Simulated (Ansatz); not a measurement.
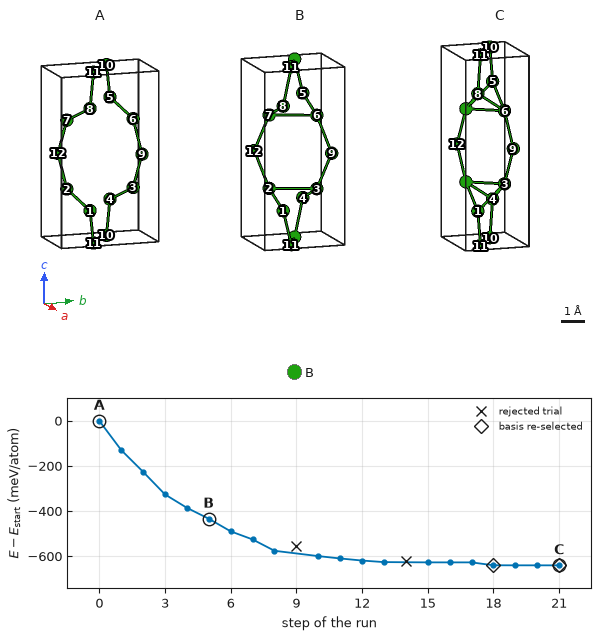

Frames of a relaxation of crystalline B (a generated structure, set up in Pnnm) (coarse preliminary run), marked on the history of the run. Style: ball-and-stick. Shown: the cell of the calculation, slightly off an axis.

These are results of DFT PBE, scalar-relativistic, plane waves, PAW in Ansatz, not measurements.

Input
```yaml
crystal:
  lattice:
    - [2.72588219, 0.0, 0.0]
    - [0.0, 4.5304882, 0.0]
    - [0.0, 0.0, 7.69368516]
  atoms:
    - { symbol: B, position: [0.88427542, 0.31799787, 0.20122933] }
    - { symbol: B, position: [0.38427542, 0.18200213, 0.29877067] }
    - { symbol: B, position: [0.61572458, 0.81799787, 0.29877067] }
    - { symbol: B, position: [0.11572458, 0.68200213, 0.20122933] }
    - { symbol: B, position: [0.11572458, 0.68200213, 0.79877067] }
    - { symbol: B, position: [0.61572458, 0.81799787, 0.70122933] }
    - { symbol: B, position: [0.38427542, 0.18200213, 0.70122933] }
    - { symbol: B, position: [0.88427542, 0.31799787, 0.79877067] }
    - { symbol: B, position: [0.74742706, 0.8809678, 0.5] }
    - { symbol: B, position: [0.24742706, 0.6190322, 0.0] }
    - { symbol: B, position: [0.75257294, 0.3809678, 0.0] }
    - { symbol: B, position: [0.25257294, 0.1190322, 0.5] }
basis:
  ecutwfc: 420
kpoints:
  mp_grid: { grid: [6, 4, 2] }
hamiltonian:
  xc: pbe
scf:
  occupations: { method: gaussian, width: 0.1 }
  lower_state_search: "off"
output:
  forces: true
  stress: true
  eigenvalues: true
relax:
  adjacent_minimum: "off"
  f_tol: 0.04
  max_steps: 70
  cell: { stress_tol: 0.4 }
```

Command:
```bash
ansatz run input.yaml --threads 1 --pin off --max-ram 2560MiB --backend cpu --events-out ev --progress --plain --runs-dir out
```

Q: Describe the path.

A: After 17 accepted moves (21 points after the start) the energy has fallen by 640 meV per atom. The largest force component goes from 1.9 to 0.014 eV/Å. The pressure goes from 30.25 to 0.00 GPa. The line search rejected the trial steps at points 9, 14 of the run. The SCF was repeated twice at an unchanged geometry on a basis and grid sized afresh for the cell, which shifted the energy by 12.8 meV per atom at most. The largest moves relative to the cell, 0.24 Å, are those of 8 atoms (B1, B2, B3, B4 and others). B3 goes in a general direction near [1 −2 0]. The volume changes by −12.1 %, with a 2.726 → 3.290 Å (+20.7 %), b 4.530 → 2.958 Å (−34.7 %), c 7.694 → 8.587 Å (+11.6 %). Some distances before and after: B1–B4 2.950 → 1.758 Å, B1–B3 2.496 → 1.912 Å, B10–B11 1.727 → 2.036 Å, B1–B2 1.673 → 1.927 Å. New bonds form: B1–B4 (2.95 → 1.76 Å), B2–B3 (2.95 → 1.76 Å), B5–B8 (2.95 → 1.76 Å), B6–B7 (2.95 → 1.76 Å). Bond angles that change, for instance: B6–B5–B8 93.0° → 62.1°, B9–B12–B9 103.3° → 119.5°, B6–B5–B8 129.4° → 117.4°. The space group stays Pnnm (No. 58). Cost: 94 s on 1 thread of Arm Neoverse V1, on a shared host, peak memory 0.36 GiB. From step 0 to 5: B atoms move most (0.20 Å), energy −434 meV per atom. From step 5 to 21: B atoms move most (0.21 Å), volume −12.1 %, energy −206 meV per atom.

```json
{"step": "0", "E − E(0), meV/atom": "0.00", "largest force component, eV/Å": "1.8805", "pressure, GPa": "30.25", "volume, Å³/atom": "7.918", "note": ""}
{"step": "1", "E − E(0), meV/atom": "-129.52", "largest force component, eV/Å": "1.4106", "pressure, GPa": "13.57", "volume, Å³/atom": "8.381", "note": ""}
{"step": "2", "E − E(0), meV/atom": "-225.82", "largest force component, eV/Å": "0.8254", "pressure, GPa": "2.57", "volume, Å³/atom": "8.660", "note": ""}
{"step": "3", "E − E(0), meV/atom": "-325.94", "largest force component, eV/Å": "0.9879", "pressure, GPa": "-3.78", "volume, Å³/atom": "8.560", "note": ""}
{"step": "4", "E − E(0), meV/atom": "-385.13", "largest force component, eV/Å": "0.5236", "pressure, GPa": "-6.71", "volume, Å³/atom": "8.307", "note": ""}
{"step": "5", "E − E(0), meV/atom": "-433.55", "largest force component, eV/Å": "0.4180", "pressure, GPa": "-5.62", "volume, Å³/atom": "7.924", "note": ""}
{"step": "6", "E − E(0), meV/atom": "-489.37", "largest force component, eV/Å": "0.5150", "pressure, GPa": "-1.97", "volume, Å³/atom": "7.496", "note": ""}
{"step": "7", "E − E(0), meV/atom": "-525.17", "largest force component, eV/Å": "0.6078", "pressure, GPa": "4.11", "volume, Å³/atom": "7.103", "note": ""}
{"step": "8", "E − E(0), meV/atom": "-575.42", "largest force component, eV/Å": "1.1855", "pressure, GPa": "8.28", "volume, Å³/atom": "6.800", "note": ""}
{"step": "9", "E − E(0), meV/atom": "-552.60", "largest force component, eV/Å": "1.2325", "pressure, GPa": "8.81", "volume, Å³/atom": "6.697", "note": "rejected"}
{"step": "10", "E − E(0), meV/atom": "-599.03", "largest force component, eV/Å": "0.7747", "pressure, GPa": "1.19", "volume, Å³/atom": "6.963", "note": ""}
{"step": "11", "E − E(0), meV/atom": "-609.44", "largest force component, eV/Å": "0.6185", "pressure, GPa": "-1.25", "volume, Å³/atom": "7.023", "note": ""}
{"step": "12", "E − E(0), meV/atom": "-618.67", "largest force component, eV/Å": "0.1925", "pressure, GPa": "-2.92", "volume, Å³/atom": "7.062", "note": ""}
{"step": "13", "E − E(0), meV/atom": "-625.54", "largest force component, eV/Å": "0.1237", "pressure, GPa": "-1.44", "volume, Å³/atom": "6.975", "note": ""}
{"step": "14", "E − E(0), meV/atom": "-622.89", "largest force component, eV/Å": "0.1347", "pressure, GPa": "-1.24", "volume, Å³/atom": "6.929", "note": "rejected"}
{"step": "15", "E − E(0), meV/atom": "-626.76", "largest force component, eV/Å": "0.0312", "pressure, GPa": "-0.02", "volume, Å³/atom": "6.917", "note": ""}
{"step": "16", "E − E(0), meV/atom": "-626.80", "largest force component, eV/Å": "0.0054", "pressure, GPa": "0.11", "volume, Å³/atom": "6.918", "note": ""}
{"step": "17", "E − E(0), meV/atom": "-626.80", "largest force component, eV/Å": "0.0026", "pressure, GPa": "-0.05", "volume, Å³/atom": "6.922", "note": ""}
{"step": "18", "E − E(0), meV/atom": "-639.57", "largest force component, eV/Å": "0.0307", "pressure, GPa": "1.34", "volume, Å³/atom": "6.922", "note": "same geometry, new basis"}
{"step": "19", "E − E(0), meV/atom": "-639.85", "largest force component, eV/Å": "0.0178", "pressure, GPa": "-0.27", "volume, Å³/atom": "6.969", "note": ""}
{"step": "20", "E − E(0), meV/atom": "-639.87", "largest force component, eV/Å": "0.0139", "pressure, GPa": "-0.01", "volume, Å³/atom": "6.963", "note": ""}
{"step": "21", "E − E(0), meV/atom": "-639.95", "largest force component, eV/Å": "0.0138", "pressure, GPa": "0.00", "volume, Å³/atom": "6.963", "note": "same geometry, new basis"}
```

Limits of the set-up: the k-point mesh is coarse for a cell with partly filled bands.
